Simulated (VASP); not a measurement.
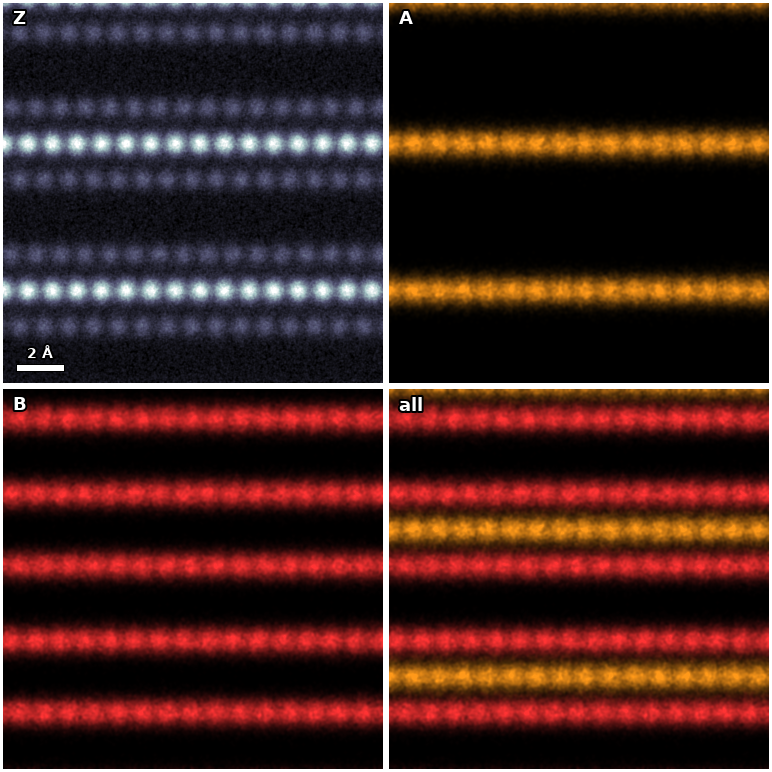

MoS$_{2}$ (P-3m1, No. 164) along [310]. Panel Z: The image is simulated as a sum over atoms of Z^1.6, blurred by a 0.63 Å probe (no channelling). The probe carries 15 % of its weight in a tail 2.5 times as wide. The display is stretched by a gamma of 0.65; percentages refer to the linear signal. Shot noise was added. The other panels are simulated element maps (the number of atoms of one element along the beam, blurred by 0.9 Å, with counting noise; each on its own scale, no channelling); the last overlays them. Structure: a cell listed in the Materials Project, as set up for an electronic-structure calculation.

```
Mo S
1.0
     3.22746    0.00000    0.00000
    -1.61373    2.79507    0.00000
     0.00000    0.00000    6.31247
Mo S
1 2
Direct
  0.00000 0.00000 0.50000
  0.66667 0.33333 0.74468
  0.33333 0.66667 0.25532
```

> Which element does each lettered map show?

A: Mo, B: S. The projected cell (1.06 × 6.31 Å, 90°) holds 3 columns: 2 of S and 1 of Mo. No column is shared by two of the mapped elements.
